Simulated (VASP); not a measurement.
## Geometry relaxation of Ta (part 2 of 2)

The same run, continued: Ta (Im-3m, 1 atom in the cell); Kohn-Sham DFT of a periodic cell, PBE with D3(BJ), VASP PAW PBE potentials, recommended, no spin polarisation (VASP 6.6.1); cutoff 600 eV, 10×10×10 k-mesh, fermi-dirac of 0.05 eV. The structure derives from an entry of the Crystallography Open Database.

Geometry of the input (Å; fractional positions):
```
-1.6513  1.6513  1.6513
1.6513  -1.6513  1.6513
1.6513  1.6513  -1.6513
Ta 0.0000  0.0000  0.0000
```

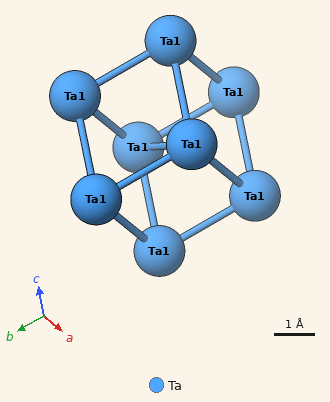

The geometry at step 1 of the log (ball-and-stick view of the cell of the calculation, seen at an oblique angle; atoms are numbered from 1 in the order of the input).

### Parts of OUTCAR, continued
```
   LRPA    =     F    only Hartree local field effects (RPA)
 conjugate gradient relaxation of ions
 non-spin polarized calculation
  energy-cutoff  :      600.00
  volume of cell :       18.01
 maximum number of plane-waves:       618
   NGX = 11   NGY = 11   NGZ = 11

--------------------------------------- Ionic step        1  -------------------------------------------

 number of electron      11.0000002 magnetization

 Free energy of the ion-electron system (eV)
  ---------------------------------------------------
  ext. energy  EPLUGINS =         0.00000000
  ---------------------------------------------------
  free energy    TOTEN  =       -11.81247538 eV

  energy without entropy =      -11.80371607  energy(sigma->0) =      -11.80809572

------------------------ aborting loop because EDIFF is reached ----------------------------------------

 Edisp (eV)   -0.66247

 E8    (eV) :    -0.3469

  FORCE on cell =-STRESS in cart. coord.  units (eV):
  Direction    XX          YY          ZZ          XY          YZ          ZX
  --------------------------------------------------------------------------------------
  -------------------------------------------------------------------------------------
  Total      -0.15841    -0.15841    -0.15841    -0.00000     0.00000     0.00000
  in kB     -14.09175   -14.09175   -14.09175    -0.00000     0.00000     0.00000
  external pressure =      -14.09 kB  Pullay stress =        0.00 kB

 VOLUME and BASIS-vectors are now :
 -----------------------------------------------------------------------------
  energy-cutoff  :      600.00
  volume of cell :       18.01
      direct lattice vectors                 reciprocal lattice vectors
    -1.651280000  1.651280000  1.651280000     0.000000000  0.302795407  0.302795407
     1.651280000 -1.651280000  1.651280000     0.302795407  0.000000000  0.302795407
     1.651280000  1.651280000 -1.651280000     0.302795407  0.302795407  0.000000000

 POSITION                                       TOTAL-FORCE (eV/Angst)
 -----------------------------------------------------------------------------------
      0.00000      0.00000      0.00000        -0.000000      0.000000      0.000000
 -----------------------------------------------------------------------------------
    total drift:                                0.000000      0.000000      0.000000

  FREE ENERGIE OF THE ION-ELECTRON SYSTEM (eV)
  ---------------------------------------------------
  free  energy   TOTEN  =       -12.4749450222 eV

  energy  without entropy=      -12.4661857132  energy(sigma->0) =      -12.47056537

--------------------------------------- Ionic step        2  -------------------------------------------

 number of electron      11.0000002 magnetization

------------------------ aborting loop because EDIFF is reached ----------------------------------------

 Edisp (eV)   -0.67846

 E8    (eV) :    -0.3553

  FORCE on cell =-STRESS in cart. coord.  units (eV):
  Direction    XX          YY          ZZ          XY          YZ          ZX
  --------------------------------------------------------------------------------------
  -------------------------------------------------------------------------------------
  Total       0.39411     0.39411     0.39411     0.00000    -0.00000    -0.00000
  in kB      35.87543    35.87543    35.87543     0.00000    -0.00000    -0.00000
  external pressure =       35.88 kB  Pullay stress =        0.00 kB

 VOLUME and BASIS-vectors are now :
 -----------------------------------------------------------------------------
  energy-cutoff  :      600.00
  volume of cell :       17.60
      direct lattice vectors                 reciprocal lattice vectors
    -1.638660896  1.638660896  1.638660896     0.000000000  0.305127193  0.305127193
     1.638660896 -1.638660896  1.638660896     0.305127193  0.000000000  0.305127193
     1.638660896  1.638660896 -1.638660896     0.305127193  0.305127193  0.000000000

 POSITION                                       TOTAL-FORCE (eV/Angst)
 -----------------------------------------------------------------------------------
     -0.00000      0.00000      0.00000        -0.000000     -0.000000     -0.000000
 -----------------------------------------------------------------------------------
    total drift:                                0.000000      0.000000     -0.000000

  FREE ENERGIE OF THE ION-ELECTRON SYSTEM (eV)
  ---------------------------------------------------
  free  energy   TOTEN  =       -12.4723035240 eV

  energy  without entropy=      -12.4626037845  energy(sigma->0) =      -12.46745365

--------------------------------------- Ionic step        3  -------------------------------------------

 number of electron      11.0000002 magnetization

 Free energy of the ion-electron system (eV)
  ---------------------------------------------------
  ext. energy  EPLUGINS =         0.00000000
  ---------------------------------------------------
  free energy    TOTEN  =       -11.80838310 eV

  energy without entropy =      -11.79935081  energy(sigma->0) =      -11.80386695

 E-fermi :   5.5566     XC(G=0): -12.6580     alpha+bet :-13.3894

 val. band max:        5.5118780922   @ k =  -0.4000   0.4000   0.1000
 cond. band min:       5.5952942263   @ k =   0.4000   0.2000   0.0000
 fundamental gap:      0.0834161342
 Fermi energy:         5.5566444884

 k-point     1 :       0.0000    0.0000    0.0000
  band No.  band energies     occupation
      1     -27.5335      2.00000
      2     -27.5335      2.00000
      3     -27.5335      2.00000
      4      -2.4000      2.00000
      5       6.2602      0.00000
      6       6.2602      0.00000
      7       6.2602      0.00000
      8       9.5601      0.00000
      9       9.5601      0.00000

 k-point     2 :       0.1000    0.0000    0.0000
  band No.  band energies     occupation
      1     -27.6576      2.00000
      2     -27.5717      2.00000
      3     -27.5342      2.00000
      4      -1.9565      2.00000
      5       5.9780      0.00044
      6       6.1580      0.00001
      7       6.6997      0.00000
      8       9.1564      0.00000
      9       9.5646      0.00000

 k-point     3 :       0.2000    0.0000    0.0000
  band No.  band energies     occupation
      1     -27.9716      2.00000
      2     -27.6704      2.00000
      3     -27.5361      2.00000
      4      -0.7888      2.00000
      5       5.3224      1.98169
      6       5.6922      0.12462
      7       7.9737      0.00000
      8       8.8565      0.00000
      9       9.6446      0.00000

 k-point     4 :       0.3000    0.0000    0.0000
  band No.  band energies     occupation
      1     -28.3406      2.00000
      2     -27.7900      2.00000
      3     -27.5384      2.00000
      4       0.5147      2.00000
      5       4.6318      2.00000
      6       5.3911      1.92958
      7       9.1782      0.00000
      8       9.8965      0.00000
      9       9.9272      0.00000

 k-point     5 :       0.4000    0.0000    0.0000
  band No.  band energies     occupation
      1     -28.6253      2.00000
      2     -27.8848      2.00000
      3     -27.5404      2.00000
      4       1.0846      2.00000
      5       4.1418      2.00000
      6       6.2522      0.00000
      7       9.5095      0.00000
      8      10.2716      0.00000
      9      12.1528      0.00000

 [... the levels of 18 k-points are left out ...]

 k-point    24 :      -0.3000    0.3000    0.1000
  band No.  band energies     occupation
      1     -28.3237      2.00000
      2     -27.8323      2.00000
      3     -27.6292      2.00000
      4       0.9076      2.00000
      5       5.0490      1.99992
      6       5.1512      1.99940
      7       8.1099      0.00000
      8       9.7741      0.00000
      9      10.5363      0.00000

 [... further k-points ...]

------------------------ aborting loop because EDIFF is reached ----------------------------------------

 Edisp (eV)   -0.66710

 E8    (eV) :    -0.3493

  FORCE on cell =-STRESS in cart. coord.  units (eV):
  Direction    XX          YY          ZZ          XY          YZ          ZX
  --------------------------------------------------------------------------------------
  -------------------------------------------------------------------------------------
  Total       0.00057     0.00057     0.00057     0.00000    -0.00000     0.00000
  in kB       0.05135     0.05135     0.05135     0.00000    -0.00000     0.00000
  external pressure =        0.05 kB  Pullay stress =        0.00 kB

 VOLUME and BASIS-vectors are now :
 -----------------------------------------------------------------------------
  energy-cutoff  :      600.00
  volume of cell :       17.89
      direct lattice vectors                 reciprocal lattice vectors
    -1.647587424  1.647587424  1.647587424     0.000000000  0.303474033  0.303474033
     1.647587424 -1.647587424  1.647587424     0.303474033  0.000000000  0.303474033
     1.647587424  1.647587424 -1.647587424     0.303474033  0.303474033  0.000000000

 POSITION                                       TOTAL-FORCE (eV/Angst)
 -----------------------------------------------------------------------------------
     -0.00000      0.00000      0.00000         0.000000     -0.000000      0.000000
 -----------------------------------------------------------------------------------
    total drift:                                0.000000      0.000000     -0.000000

  FREE ENERGIE OF THE ION-ELECTRON SYSTEM (eV)
  ---------------------------------------------------
  free  energy   TOTEN  =       -12.4754828796 eV

  energy  without entropy=      -12.4664505934  energy(sigma->0) =      -12.47096674

 reached required accuracy - stopping structural energy minimisation
```

### CONTCAR
```
Ta
   1.00000000000000
    -1.6475874243119768    1.6475874243119768    1.6475874243119768
     1.6475874243119768   -1.6475874243119768    1.6475874243119768
     1.6475874243119768    1.6475874243119768   -1.6475874243119768
  Ta
     1
Direct
     0.0000000000000000    0.0000000000000000    0.0000000000000000

  0.00000000E+00  0.00000000E+00  0.00000000E+00
```

### Trajectory as extended XYZ (Å, eV, eV/Å), 3 frames, from step=0 to step=2
```
1
Lattice="-1.6513 1.6513 1.6513 1.6513 -1.6513 1.6513 1.6513 1.6513 -1.6513" Properties=species:S:1:pos:R:3:forces:R:3 step=0 energy=-12.47495
Ta    0.0000    0.0000    0.0000    0.0000   0.0000   0.0000
1
Lattice="-1.6387 1.6387 1.6387 1.6387 -1.6387 1.6387 1.6387 1.6387 -1.6387" Properties=species:S:1:pos:R:3:forces:R:3 step=1 energy=-12.47230
Ta    0.0000    0.0000    0.0000    0.0000   0.0000   0.0000
1
Lattice="-1.6476 1.6476 1.6476 1.6476 -1.6476 1.6476 1.6476 1.6476 -1.6476" Properties=species:S:1:pos:R:3:forces:R:3 step=2 energy=-12.47548
Ta    0.0000    0.0000    0.0000    0.0000   0.0000   0.0000
```
